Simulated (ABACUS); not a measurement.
# Energy of BeS along an even scaling of the cell

System: BeS (F-43m, 2 atoms in the cell).
Method: Kohn-Sham DFT of a periodic cell, PBE, PseudoDojo NC SR 0.4.1 PBE standard, no spin polarisation (ABACUS 3.10.1).

The 7 runs differ only in the geometry, by an even scaling of the cell at fixed fractional positions. The structure derives from an entry of the Crystallography Open Database.

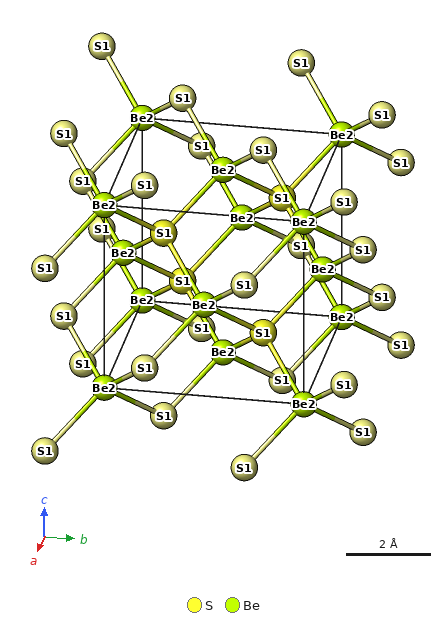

Figure 1. The structure of run 4 (ball-and-stick view of the cell 4 times as large as that of the calculation, set on its symmetry axes, seen at an oblique angle; neighbours outside the cell are drawn fainter; atoms are numbered from 1 in the order of the input).

**Input of run 4**
```
INPUT_PARAMETERS
suffix              BeS
calculation         scf
basis_type          lcao
pseudo_dir          ./
orbital_dir         ./
symmetry            1
dft_functional      pbe
ecutwfc             100
pseudo_rcut         10
nspin               1
nbands              9
ks_solver           genelpa
smearing_method     fd
smearing_sigma      0.00367493
scf_thr             1e-07
scf_nmax            100
mixing_type         broyden
mixing_beta         0.7
cal_force           1
cal_stress          1
out_mul             1
out_chg             1
out_pot             2
out_elf             1
```

**File STRU of run 4**
```
ATOMIC_SPECIES
S 32.0600 S.upf
Be 9.0122 Be.upf

NUMERICAL_ORBITAL
S_confined-atom_7au_2s2p1d.orb
Be_confined-atom_7au_3s1p.orb

LATTICE_CONSTANT
1.8897261246

LATTICE_VECTORS
0.0000000000 2.4250000000 2.4250000000
2.4250000000 0.0000000000 2.4250000000
2.4250000000 2.4250000000 0.0000000000

ATOMIC_POSITIONS
Direct

S
0.0
1
0.7500000000 0.7500000000 0.7500000000 1 1 1

Be
0.0
1
0.0000000000 0.0000000000 0.0000000000 1 1 1
```

**File KPT of run 4**
```
K_POINTS
0
Gamma
9 9 9 0 0 0
```

Command:
```bash
OMP_NUM_THREADS=1 mpirun -np 4 abacus > log
```

Run 6 differs from it as follows:
```diff
-out_chg             1
-out_pot             2
-out_elf             1
-0.0000000000 2.4250000000 2.4250000000
-2.4250000000 0.0000000000 2.4250000000
-2.4250000000 2.4250000000 0.0000000000
+0.0000000000 2.4569115543 2.4569115543
+2.4569115543 0.0000000000 2.4569115543
+2.4569115543 2.4569115543 0.0000000000
```

**Results, with one run withheld**

| run | volume per atom (Å³) | free energy per atom, from the lowest run given (meV) | pressure (GPa) | gap on the mesh (eV) |
| --- | --- | --- | --- | --- |
| 1 | 13.405 | 44.03 | 11.07 | 3.50 |
| 2 | 13.690 | 26.73 | 8.42 | 3.56 |
| 3 | 13.975 | 13.93 | 6.02 | 3.62 |
| 4 | 14.261 | 5.18 | 3.83 | 3.68 |
| 5 | 14.546 | 0.15 | 1.84 | 3.73 |
| 6 | 14.831 | ? | ? | ? |
| 7 | 15.116 | 0.00 | −1.63 | 3.83 |

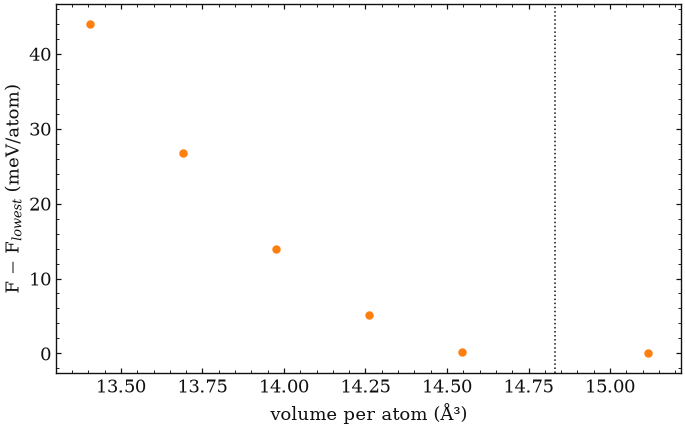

Figure 2. Free energy per atom of the runs given; the dotted line marks run 6.

What should run 6 give?

A cubic polynomial in V^(−2/3) (the Birch–Murnaghan form), fitted to the 6 runs given, misses them by at most 0.01 meV per atom. With x = V^(−2/3) − 0.17096 Å⁻², it reads F = 8.198 + 3624.5 x + 3.3868e+05 x² − 2.2794e+05 x³ (meV per atom). At run 6 it gives −1.46 meV per atom, and the run itself gives −1.46. The slope of the fit gives a pressure −dF/dV of 0.02 GPa there, and the run prints 0.02 GPa. The fit has its minimum at 14.834 Å³ per atom, where V d²F/dV² gives 90.2 GPa: the bulk modulus at this level, since symmetry fixes the shape and the positions. The gap on the mesh goes, without turning, from 3.50 eV in run 1 to 3.83 eV in run 7; run 6 has 3.78 eV. These are gaps of this functional on this mesh, which can miss the band edges; they aren't the measured gap.

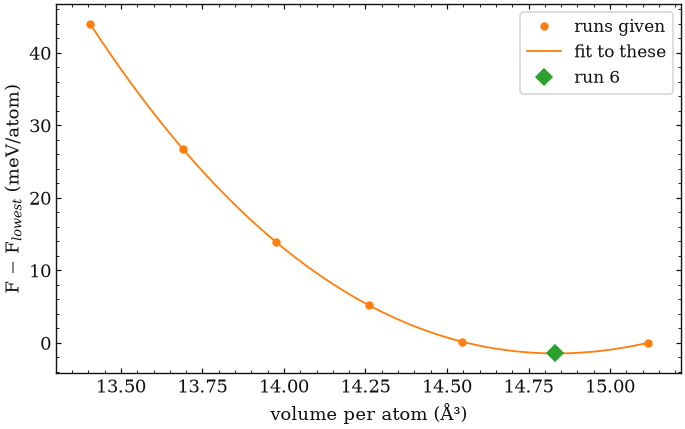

Figure 3. The fit and the withheld run.

**Some lines of the output (run 6)**
```
[...]
 E_Fermi        0.4733593730         6.4403846746
 E_Fermi        0.4970285988         6.7624210125
 E_Fermi        0.5030909612         6.8449036845
 E_Fermi        0.5055593149         6.8784873591
 E_Fermi        0.5058289078         6.8821553595
 E_Fermi        0.5058771966         6.8828123618
 E_Fermi        0.5058876359         6.8829543962
 E_Fermi        0.5058855362         6.8829258278
 E_KS(sigma->0) -50.1110598810       -681.7959472010
 E_Fermi        0.5058854005         6.8829239824
 final etot is -681.7959472 eV
 EFERMI = 6.8829239824 eV
 TOTAL-PRESSURE: 0.240018 KBAR
 !FINAL_ETOT_IS -681.7959472010287527 eV
```

Notes: Points of doubt noted for this run: home made orbitals.
